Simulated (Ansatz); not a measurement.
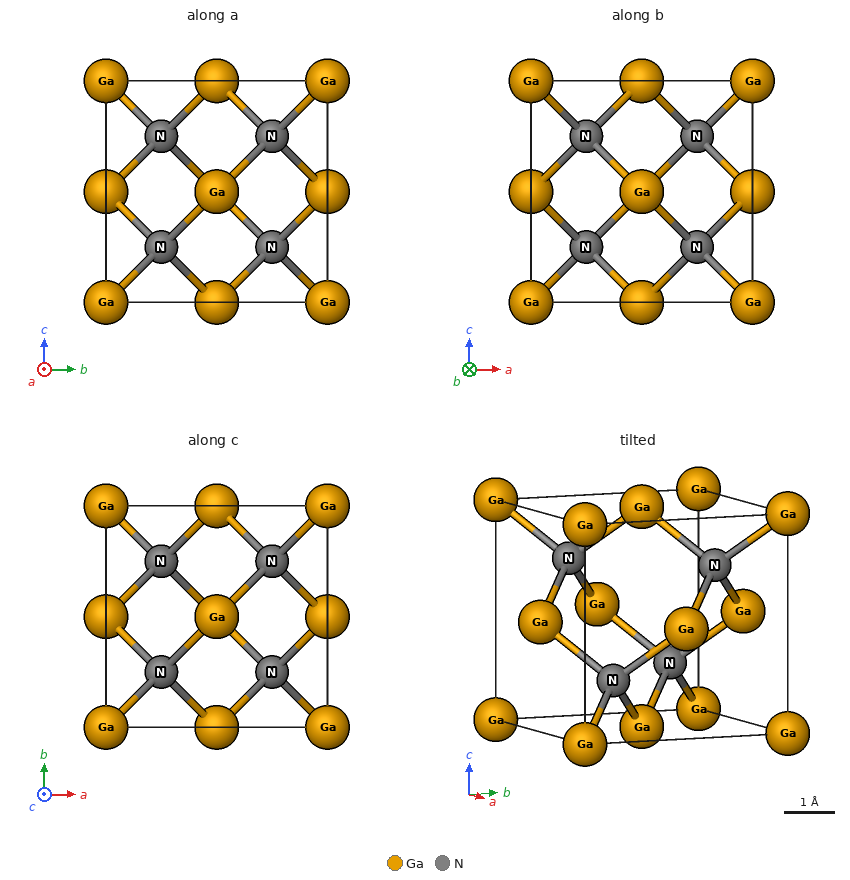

A ball-and-stick rendering, viewed along the a axis, along the b axis, along the c axis and slightly off an axis. The edges of the conventional unit cell are marked.

Lattice parameters: a = 4.498 Å, b = 4.498 Å, c = 4.498 Å, α = 90.00°, β = 90.00°, γ = 90.00°. Put a along x and b in the xy plane.

> Convert the drawing into a POSCAR file.

```
Ga N
1.0
     4.498    0.000    0.000
     0.000    4.498    0.000
     0.000    0.000    4.498
Ga N
4 4
Direct
  0.0000 0.0000 0.0000
  0.0000 0.5000 0.5000
  0.5000 0.0000 0.5000
  0.5000 0.5000 0.0000
  0.2500 0.2500 0.7500
  0.2500 0.7500 0.2500
  0.7500 0.2500 0.2500
  0.7500 0.7500 0.7500
```

The cell started as a structure type filled with these elements by a generator (whether the compound takes this form wasn't checked). Earlier steps of the study may have refined or changed the cell and positions. An electronic-structure calculation with Ansatz was run on it.
